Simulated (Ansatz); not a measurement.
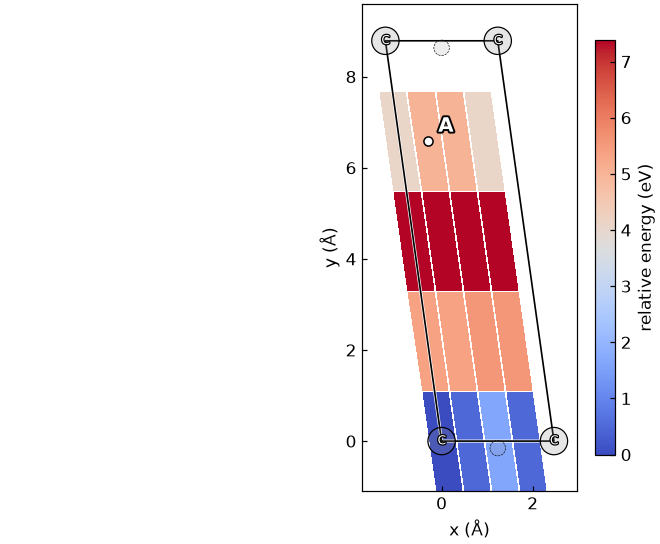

N on a C(101) slab cut from the P6/mmm phase, its upper half relaxed before the scan (12 atoms of substrate and one adsorbate in a 2 × 1 cell). N is moved over the surface cell; relaxed at each place: the height of the adsorbate's atoms; substrate rigid; the origin of the map has the adsorbate above C11. Places are given modulo a cell vector. The map is drawn in real space over the plane of the surface. The grid has 4 × 4 points. Places are given in fractions of the 1 × 1 surface cell. All energies are given in eV relative to the lowest grid point. At some places the adsorbate sinks to or below the level of the top layer. Level of theory: DFT PBE, scalar-relativistic, plane waves, PAW (Ansatz). Settings: cutoff 420 eV, k-mesh 6×3×1, gaussian smearing 0.1 eV, no spin polarisation.

In the figure: one coloured cell a grid point, labelled circles for the atoms of the top layer and small ones for the second layer, the outline of one cell of the plane, the point A.

Q: Which way does the force act at A, and how strong is it?

A: A, at (1/4, 3/4) of the cell vectors, is not a stationary point. The computed force is 3.1 eV/Å in the plane, pointing up in the picture (components −0.8 and 3.0 eV/Å).

PAW datasets: the set soft_1.
